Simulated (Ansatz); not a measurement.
**A series of single points on Ta**

System: Ta (2 atoms in the cell).
Method: DFT, revPBE, plane waves (420 eV) with PAW, scalar-relativistic, no spin polarisation (Ansatz 0.2.0).

The 5 runs differ only in the geometry, by an even scaling of the cell at fixed fractional positions.

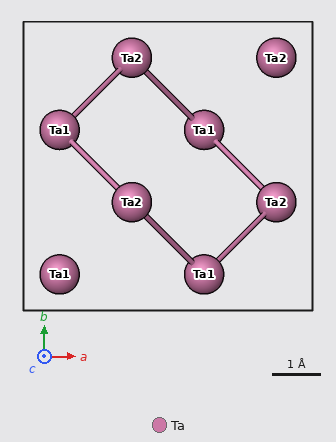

Figure 1. The structure of run 3 (ball-and-stick view of the cell 4 times as large as that of the calculation, set on its symmetry axes, along the c axis; atoms are numbered from 1 in the order of the input).

**Input of run 3**
```yaml
crystal:
  lattice:
    - [0.0, 3.0725185201, 3.0725185201]
    - [3.0725185201, 0.0, 3.0725185201]
    - [3.0725185201, 3.0725185201, 0.0]
  atoms:
    - { symbol: Ta, position: [0.125, 0.125, 0.125] }
    - { symbol: Ta, position: [0.875, 0.875, 0.875] }
hamiltonian:
  xc: revpbe
  pseudopotentials:
    kind: paw
    azcp:
      Ta: "pseudopotentials/Ta.paw.azcp"
basis:
  ecutwfc: 420
  fft_grid_basis: typed
kpoints:
  mp_grid: { grid: [10, 10, 10], shift: [0, 0, 0] }
magnetization:
  spin_polarized: false
scf:
  occupations: { method: fermi_dirac, width: 0.1 }
  lower_state_search: "off"
output:
  stress: true
```

Lattice vectors (Å) and fractional positions of run 3:
```
   0.000000    3.072519    3.072519
   3.072519    0.000000    3.072519
   3.072519    3.072519    0.000000
Ta  0.125000  0.125000  0.125000
Ta  0.875000  0.875000  0.875000
```

Run 2 differs from it as follows:
```diff
-    - [0.0, 3.0725185201, 3.0725185201]
-    - [3.0725185201, 0.0, 3.0725185201]
-    - [3.0725185201, 3.0725185201, 0.0]
+    - [0.0, 3.0309929092, 3.0309929092]
+    - [3.0309929092, 0.0, 3.0309929092]
+    - [3.0309929092, 3.0309929092, 0.0]
```

**Results, with one run withheld**

| run | volume per atom (Å³) | free energy per atom, from the lowest run given (meV) | pressure (GPa) |
| --- | --- | --- | --- |
| 1 | 25.525 | 104.88 | 10.54 |
| 2 | 27.845 | ? | ? |
| 3 | 29.006 | 0.00 | 0.04 |
| 4 | 30.166 | 8.85 | −2.41 |
| 5 | 31.326 | 33.96 | −4.47 |

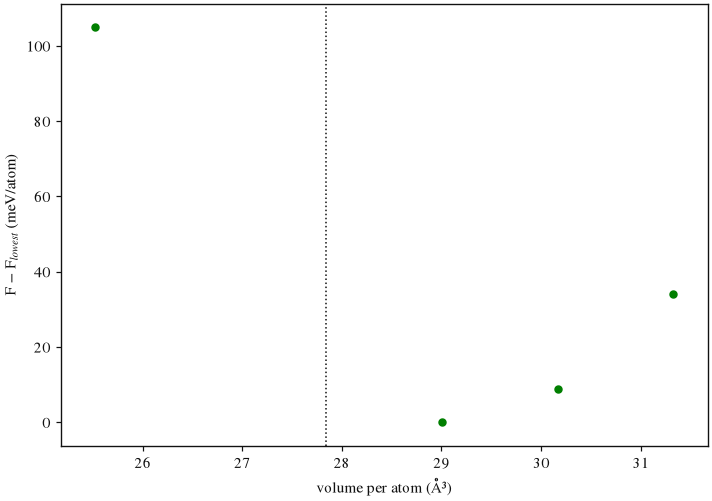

Figure 2. Free energy per atom of the runs given; the dotted line marks run 2.

Fit the runs given and predict run 2.

A quadratic polynomial in V^(−2/3) (the Birch–Murnaghan form), fitted to the 4 runs given, misses them by at most 0.21 meV per atom. With x = V^(−2/3) − 0.10628 Å⁻², it reads F = −0.015893 + 741.69 x + 1.1931e+06 x² (meV per atom). At run 2 it gives 9.78 meV per atom, and the run itself gives 10.47. The slope of the fit gives a pressure −dF/dV of 2.87 GPa there, and the run prints 2.94 GPa. The two needn't agree exactly: the fit is approximate, and the printed stress is taken on a finite basis. The fit has its minimum at 28.989 Å³ per atom, where V d²F/dV² gives 65.8 GPa: the bulk modulus at this level, since symmetry fixes the shape and the positions. So low a polynomial doesn't follow these energies more closely.

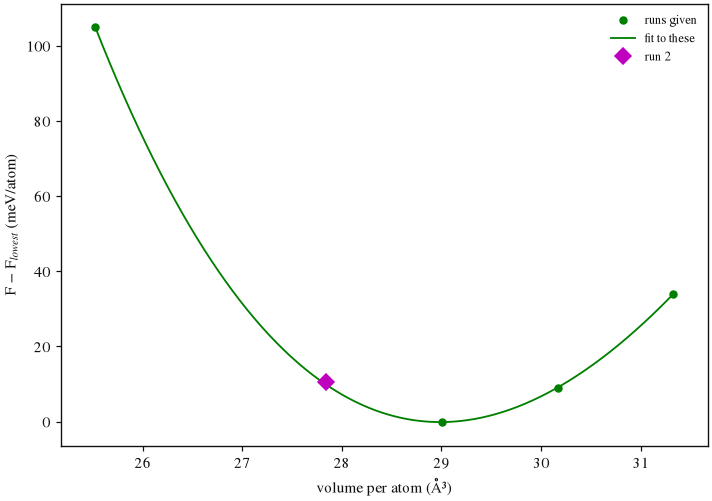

Figure 3. The fit and the withheld run.

**Output, shortened to warnings, some set-up lines, iterations and results (run 2)**
```
Basis set: ecut = 420 eV, 1067 PW (Γ)
Symmetry: 48 space group operations
k-points: 47 of 1000
Initial density: superposition of atomic densities (neutral atoms: chi_scale 0, normalization atom), corrected by the library's trained network
[...]
SCF iter   1: F=—  HF=-19876.684969 eV  |F-HF|=—  |Δ(HF+E_count)|=         —  Δρ=6.06e-3  dr2=2.02e-2  ethr=1.77e-3  ⟨swp⟩=4.9  Hψ=3912  notcnv=0
SCF iter   2: F=—  HF=-19876.683970 eV  |F-HF|=—  |Δ(HF+E_count)|=   1.00e-3  Δρ=3.47e-3  dr2=7.58e-3  ethr=7.75e-5  ⟨swp⟩=1.1  Hψ=1184  notcnv=0
SCF iter   3: F=—  HF=-19876.683883 eV  |F-HF|=—  |Δ(HF+E_count)|=   8.71e-5  Δρ=5.55e-4  dr2=2.50e-4  ethr=2.91e-5  ⟨swp⟩=2.0  Hψ=1018  notcnv=0
SCF iter   4: F=—  HF=-19876.683990 eV  |F-HF|=—  |Δ(HF+E_count)|=   1.07e-4  Δρ=1.85e-4  dr2=1.81e-5  ethr=9.60e-7  ⟨swp⟩=2.0  Hψ=1011  notcnv=0
SCF iter   5: F=—  HF=-19876.684009 eV  |F-HF|=—  |Δ(HF+E_count)|=   1.95e-5  Δρ=2.78e-5  dr2=2.98e-7  ethr=6.96e-8  ⟨swp⟩=2.0  Hψ=1040  notcnv=0
SCF iter   6: F=-19876.684009 eV  HF=-19876.684009 eV  |F-HF|=7.71e-9  |Δ(HF+E_count)|=   4.64e-7  Δρ=3.33e-6  dr2=3.28e-9  ethr=3.85e-10  ⟨swp⟩=4.7  Hψ=2607  notcnv=0
SCF 1 converged in 6 iterations: F = -19876.684009 eV  dr2 = 3.28e-9
SCF converged after 6 iterations
Free energy (F): -19876.684009 eV
Harris-Foulkes:  -19876.684009 eV  (|F-HF|=7.71e-9)
Internal energy: -19876.554636 eV  (E = F + TS)
E sigma→0 (E₀):  -19876.619323 eV
Entropy (-TS):   -0.129374 eV (-64.687 meV/atom)
Fermi energy:    10.715822 eV
--- Per-component energies (eV) ---
  E_band       = -408.064635
  E_kinetic    = 727.371186
  E_local      = -1919.892202  (includes V_loc(G=0)·N_el)
  E_nonlocal   = 33.580423
  E_hartree    = 687.999698
  E_xc         = -432.464884
  E_vxc        = -401.417704  (∫ρ·V_xc dr)
  E_paw        = -16810.619763  (= ΣΔE_a)
  E_vpaw       = -223.706201  (= ΣTr[D̂ρ^β])
  E_aug_tail   = 0.000317  (compensation charges beyond the density's cutoff)
  E_ewald      = -2162.490868
  E_core_change = -0.038542  (= ΣΔE_core)
  E_smearing   = -0.129374  (= −TS)
  E_closure    = 0.000000  (closes the sum)
  Σ components = -19876.684009   (vs F -19876.684009, Δ=0.00e0)
--- Stress (GPa, compression-positive) ---
        2.941598      -0.000000       0.000000
       -0.000000       2.941598       0.000000
       -0.000000       0.000000       2.941598
  P = ⅓ Tr σ = 2.9416 GPa (29.416 kbar)
```

Notes: Spin–orbit coupling is left out, which matters for Ta.
